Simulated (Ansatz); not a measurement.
Cell and atoms:

```xyz
24
Lattice="2.4988 0.0000 0.0000 0.0000 4.1608 0.0000 0.0000 0.0000 26.5415" Properties=species:S:1:pos:R:3 pbc="T T T"
C     2.4988    3.8995    7.5000
C     2.4988    2.3417    7.5000
C     1.2494    1.8191    8.2213
C     1.2494    0.2613    8.2213
C     1.2494    3.8995    9.6640
C     1.2494    2.3417    9.6640
C     2.4988    1.8191   10.3854
C     2.4988    0.2613   10.3854
C     2.4988    3.8995   11.8281
C     2.4988    2.3417   11.8281
C     1.2494    1.8191   12.5494
C     1.2494    0.2613   12.5494
C     1.2494    3.8995   13.9921
C     1.2494    2.3417   13.9921
C     2.4988    1.8191   14.7135
C     2.4988    0.2613   14.7135
C     2.4988    3.8995   16.1561
C     2.4988    2.3417   16.1561
C     1.2494    1.8191   16.8775
C     1.2494    0.2613   16.8775
C     1.2494    3.8995   18.3202
C     1.2494    2.3417   18.3202
C     2.4988    1.8191   19.0415
C     2.4988    0.2613   19.0415
```

Q: Before looking at a picture, describe the arrangement of atoms.

A: The element is carbon. The cell holds 24 atoms. The coordination, counted out to bonding distance, is C 3 to 4 (mean 3.8). The bonds build C layers parallel to (001).

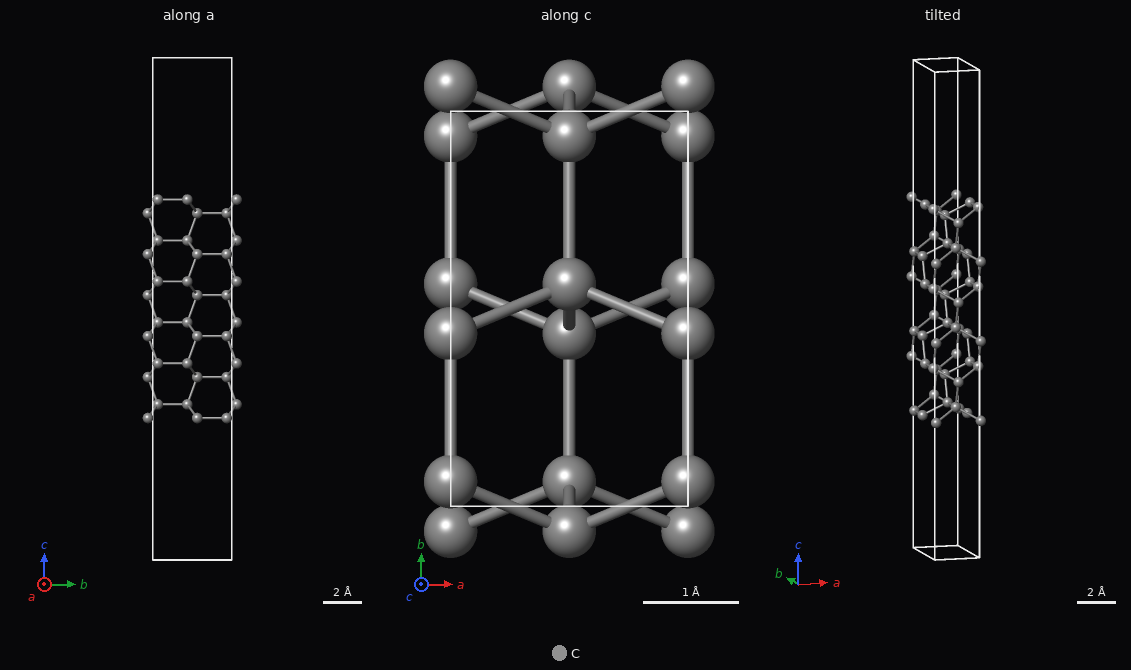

The crystal in a ball-and-stick representation, seen along the a axis, along the c axis and slightly off an axis. One simulation cell is framed, with atoms on its boundary repeated.

The cell started as an entry, possibly a prediction, of the Crystallography Open Database, from which a slab was cut. Earlier steps of the study, as a rule a relaxation of our own, may have changed the cell and positions, so they can lie some per cent off the listed ones. It went into a calculation with Ansatz.

At this level of theory the run's own cell isn't at rest (forces up to 6.0 eV/Å), so its distances can differ from those at equilibrium, the more so the softer the solid.
